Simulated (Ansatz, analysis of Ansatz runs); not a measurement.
# Reproducing a measured charge-transition level: Sb-vacancy pair (E centre) in Si

Aim: the charge-transition level of the Sb-vacancy pair (E centre) in Si, to be set beside the measurement. Set-up: PBE, 64-site cell, PBE lattice, 420 eV, k: the single point 1/4 1/4 1/4 then 2x2x2 shifted 0.5 0.5 0.5, unscreened image charge. The model is a cell of 64 host atoms with 1 site emptied and Sb put on another atom's site. The level is the Fermi energy at which two charge states have equal formation energy, after a correction for the images of the charge.

Measured beforehand: (0/-1) level below the conduction-band bottom: 0.44 eV, by DLTS (quoted in “E Center in Silicon Has a Donor Level in the Band Gap”, 2006, A. Nylandsted Larsen et al., quoting earlier work (2002)). The calculation is set beside it at the end.

Program: Ansatz 0.2.0. Level of theory: plane-wave PAW DFT, PBE; relaxation of all atoms of a defect supercell. Results are calculated unless marked as measured.

## 1. Set-up

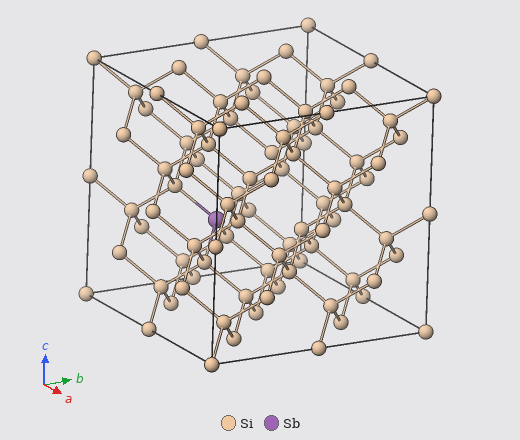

The cell as given, slightly off an axis (silicon light orange, antimony purple). Bonds to atoms that aren't drawn are left out. Some periodic images of atoms are drawn too.

The cell holds 63 atoms: 62 Si and 1 Sb. Cell: a = 10.940 Å, b = 10.940 Å, c = 10.940 Å, α = 90.0°, β = 90.0°, γ = 90.0°. It derives from Si (space group Fd-3m). Nearest the centre at fractional (0.375, 0.375, 0.375): Si48 at 2.37 Å, Sb4 at 2.37 Å, Si41 at 2.37 Å, Si26 at 2.37 Å, Si52 at 3.87 Å, Si36 at 3.87 Å, Si20 at 3.87 Å, Si5 at 3.87 Å.

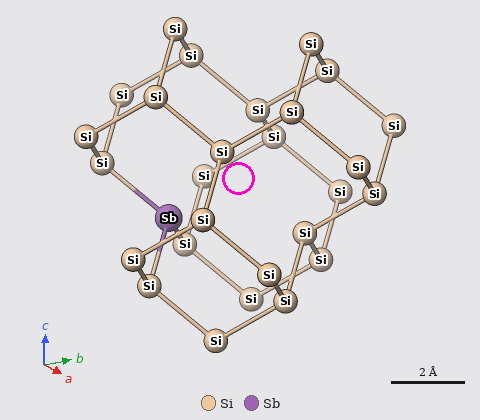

The atoms within 5 Å of the centre. A ring marks the centre wherever it is empty.

The host's primitive cell comes from a first run (plane-wave PAW DFT, PBE; relaxation of the host's cell and atoms): vectors of 3.868, 3.868 and 3.868 Å. That is 20.46 Å³ an atom, 2.2 % over the diffraction cell's volume. The supercell is built on it.

## 2. Relaxation, charge 0

Every later number rests on the structure around the defect, so the atoms are relaxed at the host's lattice first.

relax0/input.yaml

```yaml
relax:
  f_tol: 0.02
  max_steps: 80
  random_displacement: { amplitude: 0.12, seed: 240 }
crystal:
  lattice:
    - [10.93956648, 0.0, 0.0]
    - [0.0, 10.93956648, 0.0]
    - [0.0, 0.0, 10.93956648]
  atoms:
    - { symbol: Si, position: [0.0, 0.0, 0.25] }
    - { symbol: Si, position: [0.0, 0.25, 0.0] }
    - { symbol: Si, position: [0.25, 0.0, 0.0] }
    - { symbol: Sb, position: [0.25, 0.25, 0.25] }
    - { symbol: Si, position: [0.125, 0.125, 0.375] }
    - { symbol: Si, position: [0.125, 0.375, 0.125] }
    - { symbol: Si, position: [0.375, 0.125, 0.125] }
    - { symbol: Si, position: [0.0, 0.0, 0.75] }
    - { symbol: Si, position: [0.0, 0.25, 0.5] }
    - { symbol: Si, position: [0.25, 0.0, 0.5] }
    - { symbol: Si, position: [0.25, 0.25, 0.75] }
    - { symbol: Si, position: [0.125, 0.125, 0.875] }
    - { symbol: Si, position: [0.125, 0.375, 0.625] }
    - { symbol: Si, position: [0.375, 0.125, 0.625] }
    - { symbol: Si, position: [0.375, 0.375, 0.875] }
    - { symbol: Si, position: [0.0, 0.5, 0.25] }
    - { symbol: Si, position: [0.0, 0.75, 0.0] }
    - { symbol: Si, position: [0.25, 0.5, 0.0] }
    - { symbol: Si, position: [0.25, 0.75, 0.25] }
    - { symbol: Si, position: [0.125, 0.625, 0.375] }
    - { symbol: Si, position: [0.125, 0.875, 0.125] }
    - { symbol: Si, position: [0.375, 0.625, 0.125] }
    - { symbol: Si, position: [0.375, 0.875, 0.375] }
    - { symbol: Si, position: [0.0, 0.5, 0.75] }
    - { symbol: Si, position: [0.0, 0.75, 0.5] }
    - { symbol: Si, position: [0.25, 0.5, 0.5] }
    - { symbol: Si, position: [0.25, 0.75, 0.75] }
    - { symbol: Si, position: [0.125, 0.625, 0.875] }
    - { symbol: Si, position: [0.125, 0.875, 0.625] }
    - { symbol: Si, position: [0.375, 0.625, 0.625] }
    - { symbol: Si, position: [0.375, 0.875, 0.875] }
    - { symbol: Si, position: [0.5, 0.0, 0.25] }
    - { symbol: Si, position: [0.5, 0.25, 0.0] }
    - { symbol: Si, position: [0.75, 0.0, 0.0] }
    - { symbol: Si, position: [0.75, 0.25, 0.25] }
    - { symbol: Si, position: [0.625, 0.125, 0.375] }
    - { symbol: Si, position: [0.625, 0.375, 0.125] }
    - { symbol: Si, position: [0.875, 0.125, 0.125] }
    - { symbol: Si, position: [0.875, 0.375, 0.375] }
    - { symbol: Si, position: [0.5, 0.0, 0.75] }
    - { symbol: Si, position: [0.5, 0.25, 0.5] }
    - { symbol: Si, position: [0.75, 0.0, 0.5] }
    - { symbol: Si, position: [0.75, 0.25, 0.75] }
    - { symbol: Si, position: [0.625, 0.125, 0.875] }
    - { symbol: Si, position: [0.625, 0.375, 0.625] }
    - { symbol: Si, position: [0.875, 0.125, 0.625] }
    - { symbol: Si, position: [0.875, 0.375, 0.875] }
    - { symbol: Si, position: [0.5, 0.5, 0.25] }
    - { symbol: Si, position: [0.5, 0.75, 0.0] }
    - { symbol: Si, position: [0.75, 0.5, 0.0] }
    - { symbol: Si, position: [0.75, 0.75, 0.25] }
    - { symbol: Si, position: [0.625, 0.625, 0.375] }
    - { symbol: Si, position: [0.625, 0.875, 0.125] }
    - { symbol: Si, position: [0.875, 0.625, 0.125] }
    - { symbol: Si, position: [0.875, 0.875, 0.375] }
    - { symbol: Si, position: [0.5, 0.5, 0.75] }
    - { symbol: Si, position: [0.5, 0.75, 0.5] }
    - { symbol: Si, position: [0.75, 0.5, 0.5] }
    - { symbol: Si, position: [0.75, 0.75, 0.75] }
    - { symbol: Si, position: [0.625, 0.625, 0.875] }
    - { symbol: Si, position: [0.625, 0.875, 0.625] }
    - { symbol: Si, position: [0.875, 0.625, 0.625] }
    - { symbol: Si, position: [0.875, 0.875, 0.875] }
  host:
    repeats: [2, 2, 2]
    atoms:
      - { symbol: Si, position: [0.0, 0.0, 0.5] }
      - { symbol: Si, position: [0.0, 0.5, 0.0] }
      # ... 6 more atoms of the perfect host
basis:
  ecutwfc: 420
  xc_grid: 2
hamiltonian:
  xc: pbe
kpoints:
  mp_grid: { grid: [1, 1, 1], shift: [0.25, 0.25, 0.25] }
magnetization:
  spin_polarized: true
  initial_magnetization: 1
  spin_locking: { lock_magnetization: hard }
scf:
  occupations: { method: fermi_dirac, width: 0.01 }
  max_iter: 60
output:
  forces: true
  charged_corrections:
    epsilon: 12.98
    static_epsilon: 12.98
    defect_position: [0.3125, 0.3125, 0.3125]
checkpoint:
  write: "../relax0.run"
  compress: false
  write_wavefunctions: true
  write_every: 100000
```

On the command line:

```sh
> ansatz run input.yaml --threads 2 --pin off --max-ram 4710MiB --backend cpu --events-out ev --progress --plain --runs-dir out
```

Numbers of over 12 decimals in the logs are rounded to 6 here.

The program printed:

```text
[... repeated set-up lines and file paths are left out, and long positions are rounded to six places ...]
Engine: ansatz 0.2.0, aarch64-unknown-linux-gnu
Pseudopotentials: kind: paw
Pseudopotential: Si, paw, valence charge 4, recommended cutoff 420 eV (normal), Si.paw.azcp
Pseudopotential: Sb, paw, valence charge 15, recommended cutoff 420 eV (normal), Sb.paw.azcp
Functional definition: PBE
  parameter kappa = 0.804
  parameter beta = 0.066725
  exchange = pbe_x(kappa = kappa, mu = beta*pi^2/3)
  correlation = pbe_c(beta = beta)
Crystal: 63 atoms, lattice volume = 1309.183 Å³
Basis set: ecut = 420 eV, 25677 PW (Γ), exchange–correlation on 150×150×150 points (8 copies of the dense FFT grid, shifted against one another)
Bands: 195, of which v1, the nominal top of the filled ones, is band 132 counted from 1 (131 counted from 0)
Symmetry: 1 space group operations
k-points: 1
Non-local potential: Si, projectors of the file, l = 0: 2, l = 1: 2, l = 2: 2
Non-local potential: Sb, projectors of the file, l = 0: 2, l = 1: 2, l = 2: 2, l = 3: 2
PAW form: soft (Blöchl's): semilocal exchange-correlation on the pseudo side does not see the compensation charge
PAW one-centre angular grid: Si, 110 points (default); XC on 64 Gauss nodes
PAW one-centre angular grid: Sb, 590 points (default); XC on 64 Gauss nodes
Initial density: superposition of atomic densities (chi_scale 0.1, normalization cell)
Starting moments: Σ|m| = 1 μB on 63 of 63 sites
Initial wavefunctions: pseudopotential atomic-orbital guess
Functional: x = pbe(κ = 0.804, μ = 0.219515), c = pbe(β = 0.066725)
SCF iter   1: F=—  HF=-45901.152193 eV  |F-HF|=—  |Δ(HF+E_count)|=         —  Δρ=2.24e-2 (↑2.23e-2 ↓2.24e-2)  dr2=2.49e1  dr2_m=2.28e-2  M=1.000 μB ∫|m|=1.001 μB  β_m=0.30  ethr=3.10e-3  ⟨swp⟩=6.0  Hψ=1794  notcnv=0  defer=68
preconditioner: auto → Resta (q_TF=auto, 2.088 Å⁻¹)  ε∞=5.3  [insulator: Δε(μ)=0.090 eV  Ē_g=7.842 eV  σ=0.010 eV  W_gap=0.98  n_scr=202 (ndim 8)  ℏωp=16.3 eV  f_vac=0.000  D(μ)=2.15/eV (n_scr^D=0)  ε∞_Penn≈5.3]
spin=Collinear: Resta preconditioning applied to the charge; magnetization (m = ρ↑ − ρ↓) channel mixes plain (no charge-response kernel on spin).
SCF iter   2: F=—  HF=-45898.612620 eV  |F-HF|=—  |Δ(HF+E_count)|=    2.54e0  Δρ=1.67e-2 (↑1.66e-2 ↓1.67e-2)  dr2=1.37e1  dr2_m=1.55e-2  M=1.000 μB ∫|m|=1.010 μB  β_m=0.65  ethr=3.10e-3  ⟨swp⟩=1.0  Hψ=450  notcnv=0  defer=82
SCF iter   3: F=—  HF=-45895.616998 eV  |F-HF|=—  |Δ(HF+E_count)|=    3.00e0  Δρ=1.68e-3 (↑1.68e-3 ↓1.42e-3)  dr2=3.12e-1  dr2_m=1.55e-3  M=1.000 μB ∫|m|=1.132 μB  β_m=0.68  ethr=3.10e-3  ⟨swp⟩=3.0  Hψ=542  notcnv=0  defer=82
SCF iter   4: F=—  HF=-45895.657192 eV  |F-HF|=—  |Δ(HF+E_count)|=   4.02e-2  Δρ=1.08e-3 (↑1.08e-3 ↓8.37e-4)  dr2=1.22e-1  dr2_m=6.83e-4  M=1.000 μB ∫|m|=1.138 μB  β_m=0.71  ethr=1.19e-4  ⟨swp⟩=2.5  Hψ=472  notcnv=0  defer=114
SCF iter   5: F=—  HF=-45895.678968 eV  |F-HF|=—  |Δ(HF+E_count)|=   2.18e-2  Δρ=4.71e-4 (↑4.71e-4 ↓3.99e-4)  dr2=2.51e-2  dr2_m=1.53e-4  M=1.000 μB ∫|m|=1.149 μB  β_m=0.77  ethr=4.63e-5  ⟨swp⟩=2.5  Hψ=359  notcnv=0  defer=114
SCF iter   6: F=—  HF=-45895.688300 eV  |F-HF|=—  |Δ(HF+E_count)|=   9.33e-3  Δρ=1.62e-4 (↑1.62e-4 ↓1.59e-4)  dr2=2.37e-3  dr2_m=2.35e-5  M=1.000 μB ∫|m|=1.153 μB  β_m=0.80  ethr=9.53e-6  ⟨swp⟩=3.0  Hψ=412  notcnv=0  defer=114
SCF iter   7: F=—  HF=-45895.689645 eV  |F-HF|=—  |Δ(HF+E_count)|=   1.34e-3  Δρ=4.84e-5 (↑4.84e-5 ↓3.85e-5)  dr2=1.44e-4  dr2_m=6.41e-6  M=1.000 μB ∫|m|=1.156 μB  β_m=0.86  ethr=9.03e-7  ⟨swp⟩=2.0  Hψ=581  notcnv=0  defer=114
SCF iter   8: F=—  HF=-45895.689845 eV  |F-HF|=—  |Δ(HF+E_count)|=   2.00e-4  Δρ=2.62e-5 (↑2.62e-5 ↓1.29e-5)  dr2=2.25e-5  dr2_m=3.53e-6  M=1.000 μB ∫|m|=1.158 μB  β_m=0.93  ethr=5.49e-8  ⟨swp⟩=2.0  Hψ=529  notcnv=0  defer=114
SCF iter   9: F=—  HF=-45895.689867 eV  |F-HF|=—  |Δ(HF+E_count)|=   2.21e-5  Δρ=2.04e-5 (↑2.04e-5 ↓8.22e-6)  dr2=1.15e-5  dr2_m=2.32e-6  M=1.000 μB ∫|m|=1.158 μB  β_m=0.96  ethr=3.80e-9  ⟨swp⟩=4.0  Hψ=1004  notcnv=0
SCF iter  10: F=—  HF=-45895.689877 eV  |F-HF|=—  |Δ(HF+E_count)|=   1.01e-5  Δρ=1.69e-5 (↑1.69e-5 ↓6.13e-6)  dr2=7.58e-6  dr2_m=1.54e-6  M=1.000 μB ∫|m|=1.159 μB  β_m=0.98  ethr=3.80e-9  ⟨swp⟩=4.0  Hψ=938  notcnv=0
SCF iter  11: F=—  HF=-45895.689891 eV  |F-HF|=—  |Δ(HF+E_count)|=   1.35e-5  Δρ=8.94e-6 (↑8.94e-6 ↓3.45e-6)  dr2=2.41e-6  dr2_m=4.16e-7  M=1.000 μB ∫|m|=1.161 μB  β_m=0.99  ethr=2.88e-9  ⟨swp⟩=4.5  Hψ=1110  notcnv=0
SCF iter  12: F=-45895.689895 eV  HF=-45895.689895 eV  |F-HF|=5.11e-8  |Δ(HF+E_count)|=   4.56e-6  Δρ=2.03e-6 (↑2.03e-6 ↓1.48e-6)  dr2=2.18e-7  dr2_m=2.28e-8  M=1.000 μB ∫|m|=1.163 μB  ethr=9.17e-10  ⟨swp⟩=4.0  Hψ=1068  notcnv=0
SCF 1 converged in 12 iterations: F = -45895.689895 eV  dr2 = 2.18e-7
  greatest PAW one-centre occupation: 0.996 electrons in one spin orbital (limit 2), on the Sb atom at site 3 (counted from 0), in its partial waves of l = 2
relax step   1: F+E_penalty+E_count = -45895.68989524 eV  Δ(F+E_penalty+E_count) = +0.000e0 eV  max|allowed force component| = 3.641e0 eV/Å  Δτ_max = 0.0000 Å  (12 SCF iters, dr2 threshold 1.00e-5 eV, accepted)
[... the SCF cycles and remarks between the steps are left out from here to the last step ...]
relax step   2: F+E_penalty+E_count = -45900.45329993 eV  Δ(F+E_penalty+E_count) = -4.763e0 eV  max|allowed force component| = 1.050e0 eV/Å  Δτ_max = 0.1947 Å  (6 SCF iters, dr2 threshold 1.00e-4 eV, accepted)
relax step   3: F+E_penalty+E_count = -45901.53385408 eV  Δ(F+E_penalty+E_count) = -1.081e0 eV  max|allowed force component| = 4.831e-1 eV/Å  Δτ_max = 0.1948 Å  (10 SCF iters, dr2 threshold 6.89e-5 eV, accepted)
relax step   4: F+E_penalty+E_count = -45901.77441748 eV  Δ(F+E_penalty+E_count) = -2.406e-1 eV  max|allowed force component| = 2.261e-1 eV/Å  Δτ_max = 0.2000 Å  (8 SCF iters, dr2 threshold 1.94e-5 eV, accepted)
relax step   5: F+E_penalty+E_count = -45901.80195035 eV  Δ(F+E_penalty+E_count) = -2.753e-2 eV  max|allowed force component| = 2.755e-2 eV/Å  Δτ_max = 0.0687 Å  (7 SCF iters, dr2 threshold 1.08e-5 eV, accepted)
SCF iter   1: F=—  HF=-45901.804795 eV  |F-HF|=—  |Δ(HF+E_count)|=         —  Δρ=1.95e-4 (↑1.89e-4 ↓1.95e-4)  dr2=1.59e-3  dr2_m=1.14e-5  M=1.000 μB ∫|m|=1.156 μB  β_m=0.30  ethr=6.23e-6  ⟨swp⟩=6.0  Hψ=1241  notcnv=0  defer=114
SCF iter   2: F=—  HF=-45901.804701 eV  |F-HF|=—  |Δ(HF+E_count)|=   9.35e-5  Δρ=1.44e-4 (↑1.39e-4 ↓1.44e-4)  dr2=7.87e-4  dr2_m=6.95e-6  M=1.000 μB ∫|m|=1.156 μB  β_m=0.65  ethr=6.03e-7  ⟨swp⟩=1.0  Hψ=450  notcnv=0  defer=114
SCF iter   3: F=—  HF=-45901.804649 eV  |F-HF|=—  |Δ(HF+E_count)|=   5.20e-5  Δρ=1.88e-5 (↑1.88e-5 ↓1.88e-5)  dr2=3.36e-5  dr2_m=4.62e-7  M=1.000 μB ∫|m|=1.156 μB  β_m=0.66  ethr=2.99e-7  ⟨swp⟩=2.0  Hψ=439  notcnv=0  defer=114
SCF iter   4: F=—  HF=-45901.803905 eV  |F-HF|=—  |Δ(HF+E_count)|=   7.44e-4  Δρ=8.50e-6 (↑8.50e-6 ↓6.96e-6)  dr2=5.89e-6  dr2_m=1.73e-7  M=1.000 μB ∫|m|=1.157 μB  β_m=0.67  ethr=1.28e-8  ⟨swp⟩=2.0  Hψ=501  notcnv=0  defer=114
SCF iter   5: F=—  HF=-45901.803905 eV  |F-HF|=—  |Δ(HF+E_count)|=   2.44e-7  Δρ=2.77e-6 (↑2.56e-6 ↓2.77e-6)  dr2=4.11e-7  dr2_m=3.12e-8  M=1.000 μB ∫|m|=1.157 μB  β_m=0.78  ethr=2.24e-9  ⟨swp⟩=2.0  Hψ=351  notcnv=0  defer=114
iter 6 did not close the SCF: its close was put off for a magnetic moment that had not settled (scf_convergence_deferred on its scf_iter line)
SCF iter   6: F=-45901.803906 eV  HF=-45901.803906 eV  |F-HF|=3.14e-9  |Δ(HF+E_count)|=   2.38e-7  Δρ=1.23e-6 (↑1.23e-6 ↓9.20e-7)  dr2=7.20e-8  dr2_m=7.59e-9  M=1.000 μB ∫|m|=1.157 μB  β_m=0.85  ethr=3.80e-11  ⟨swp⟩=4.5  Hψ=1178  notcnv=0
iter 7 did not close the SCF: its close was put off for a magnetic moment that had not settled (scf_convergence_deferred on its scf_iter line)
SCF iter   7: F=-45901.803906 eV  HF=-45901.803906 eV  |F-HF|=1.75e-10  |Δ(HF+E_count)|=   4.16e-8  Δρ=6.58e-7 (↑6.58e-7 ↓3.77e-7)  dr2=1.29e-8  dr2_m=2.49e-9  M=1.000 μB ∫|m|=1.157 μB  β_m=0.93  ethr=2.74e-11  ⟨swp⟩=2.0  Hψ=1164  notcnv=0
iter 8 did not close the SCF: its close was put off for a magnetic moment that had not settled (scf_convergence_deferred on its scf_iter line)
SCF iter   8: F=-45901.803906 eV  HF=-45901.803906 eV  |F-HF|=1.19e-9  |Δ(HF+E_count)|=   1.33e-8  Δρ=4.44e-7 (↑4.44e-7 ↓1.99e-7)  dr2=4.97e-9  dr2_m=1.14e-9  M=1.000 μB ∫|m|=1.157 μB  β_m=0.96  ethr=4.91e-12  ⟨swp⟩=1.0  Hψ=938  notcnv=0
iter 9 did not close the SCF: its close was put off for a magnetic moment that had not settled (scf_convergence_deferred on its scf_iter line)
SCF iter   9: F=-45901.803906 eV  HF=-45901.803906 eV  |F-HF|=2.98e-10  |Δ(HF+E_count)|=   4.53e-9  Δρ=3.13e-7 (↑3.13e-7 ↓1.40e-7)  dr2=2.09e-9  dr2_m=5.84e-10  M=1.000 μB ∫|m|=1.157 μB  β_m=0.98  ethr=1.89e-12  ⟨swp⟩=1.0  Hψ=916  notcnv=0
SCF iter  10: F=-45901.803906 eV  HF=-45901.803906 eV  |F-HF|=1.67e-10  |Δ(HF+E_count)|=   3.76e-9  Δρ=1.45e-7 (↑1.45e-7 ↓7.31e-8)  dr2=5.73e-10  dr2_m=1.28e-10  M=1.000 μB ∫|m|=1.157 μB  ethr=1.00e-12  ⟨swp⟩=1.0  Hψ=1027  notcnv=0
SCF 6 converged in 10 iterations: F = -45901.803906 eV  dr2 = 5.73e-10
relax step   6: F+E_penalty+E_count = -45901.80390563 eV  Δ(F+E_penalty+E_count) = -1.955e-3 eV  max|allowed force component| = 1.172e-2 eV/Å  Δτ_max = 0.0216 Å  (10 SCF iters, accepted)
NSCF: frozen V_eff on 1 k-points
the band table was solved once a step of the walk had ended and its energy, with any forces and stress, was formed, with the checks that follow a solve (1970 applications of the Hamiltonian). They found nothing against the state; [...]
SCF converged after 10 iterations
Stability checked in part: among states of this total moment the steps that led to this state did not find it unstable. No probe was made; neither looks for a lower state of another moment (fixed_total_moment; see scf.lower_state_search)
Magnetization: 1.0000 μB (132.0000 up, 131.0000 down)
Absolute magnetization: 1.1611 μB (∫|ρ↑−ρ↓|, with the PAW one-centre terms)
Spin contamination: 0.0054 ħ² per cell (⟨S²⟩ above its minimum at these occupations)
Per-site moments (μB) at R_I (Å): [(-0.000307643, 0.973464), (-0.000504539, 0.973317), (0.00105666, 0.973566), [... 60 left out ...]
Free energy (F): -45901.803906 eV
Harris-Foulkes:  -45901.803906 eV  (|F-HF|=1.67e-10)
Internal energy: -45901.803813 eV  (E = F + TS)
E sigma→0 (E₀):  -45901.803859 eV
Entropy (-TS):   -0.000092 eV (-0.001 meV/atom)
Fermi energy:    6.306592 (↑ 6.306613, ↓ 6.034344) eV
--- Per-component energies (eV) ---
  E_band       = 34.567685
  E_kinetic    = 2681.136905
  E_local      = -4088.812445  (includes V_loc(G=0)·N_el)
  E_nonlocal   = 1965.409007
  E_hartree    = 1550.153275
  E_xc         = -3548.090367
  E_vxc        = -2978.310142  (∫ρ·V_xc dr)
  E_paw        = -36364.677320  (= ΣΔE_a)
  E_vpaw       = -645.162529  (= ΣTr[D̂ρ^β])
  E_aug_tail   = 0.000395  (compensation charges beyond the density's cutoff)
  E_ewald      = -8096.923263
  E_smearing   = -0.000092  (= −TS)
  E_closure    = 0.000000  (closes the sum)
  Σ components = -45901.803906   (vs F -45901.803906, Δ=0.00e0)
--- Forces (eV/Å), atoms counted from 1 ---
  atom   1  Si    -0.00030295    -0.00291253     0.00349965
  atom   2  Si    -0.00204449     0.00356464    -0.00118560
  [... 1 atom left out ...]
  atom   4  Sb     0.00827846    -0.00483477    -0.00417642
  atom   5  Si    -0.00088756     0.00074622    -0.00084026
  atom   6  Si     0.00025901     0.00084567     0.00170179
  atom   7  Si    -0.00355085     0.00697834     0.00613231
  [... 2 atoms left out ...]
  atom  10  Si    -0.00077801    -0.00392737    -0.00053728
  [... 11 atoms left out ...]
  atom  22  Si     0.00551097     0.00224231    -0.00579552
  [... 3 atoms left out ...]
  atom  26  Si    -0.00820160     0.00030471     0.00201389
  [... 5 atoms left out ...]
  atom  32  Si     0.00334163    -0.00073492    -0.00568966
  [... 8 atoms left out ...]
  atom  41  Si     0.00127112    -0.00161484     0.00686558
  [... 6 atoms left out ...]
  atom  48  Si     0.00532925     0.01172376    -0.00474651
  [... 15 atoms left out ...]
  max |Σ_I F_I| component: 7.84e-6 eV/Å
--- Band table (eV) ---
  k-point 0 ↑: bands = ["-22.4493", "-22.4408", "-22.4310", "-22.4270", [... 187 left out ...] "9.8907", "10.0783", "10.1149", "10.1269"]
  k-point 0 ↓: bands = ["-22.4479", "-22.4398", "-22.4294", "-22.4289", [... 187 left out ...] "9.9158", "10.0866", "10.1354", "10.1397"]
--- Relaxed structure (6 steps of the walk, 6 accepted, 0 SCFs on fresh bases) ---
  F+E_penalty+E_count = -45901.80390563 eV   max|allowed force component| = 1.172e-2 eV/Å
  atoms:
    - { symbol: Si, position: [0.000111, -0.001952, 0.247858] }
    - { symbol: Si, position: [2.065026119206637e-5, 0.247664, -0.001950] }
    [... 1 atom left out ...]
    - { symbol: Sb, position: [0.278235, 0.281042, 0.280529] }
    - { symbol: Si, position: [0.122130, 0.121942, 0.375521] }
    - { symbol: Si, position: [0.121927, 0.375568, 0.121751] }
    - { symbol: Si, position: [0.375461, 0.122699, 0.122758] }
    [... 2 atoms left out ...]
    - { symbol: Si, position: [0.249376, -0.001514, 0.498248] }
    [... 11 atoms left out ...]
    - { symbol: Si, position: [0.374041, 0.616987, 0.130012] }
    [... 3 atoms left out ...]
    - { symbol: Si, position: [0.253439, 0.492259, 0.493102] }
    [... 5 atoms left out ...]
    - { symbol: Si, position: [0.499279, -0.001989, 0.247783] }
    [... 8 atoms left out ...]
    - { symbol: Si, position: [0.500010, 0.258794, 0.491048] }
    [... 6 atoms left out ...]
    - { symbol: Si, position: [0.499327, 0.489351, 0.259013] }
    [... 15 atoms left out ...]
```

The job ended after 5.7 min (2 threads of Arm Neoverse V2, shared host; peak memory 2.8 GiB; 11 min of CPU time).

(Part 1 of 2 ends here.)

[Logs are printed without paths, hosts, clocks, repeated set-up lines and the standing remarks that a program may print on its own settings, such as how far it seeks lower states.]

[Hosts, paths, dates, database ids (printed as entryN), source tags and the programs' standing remarks are cut or masked in the printed files.]

[For some hosts the program warned that the k-mesh of the response run may be too coarse for force constants and the static dielectric constant; such warnings are not shown here.]
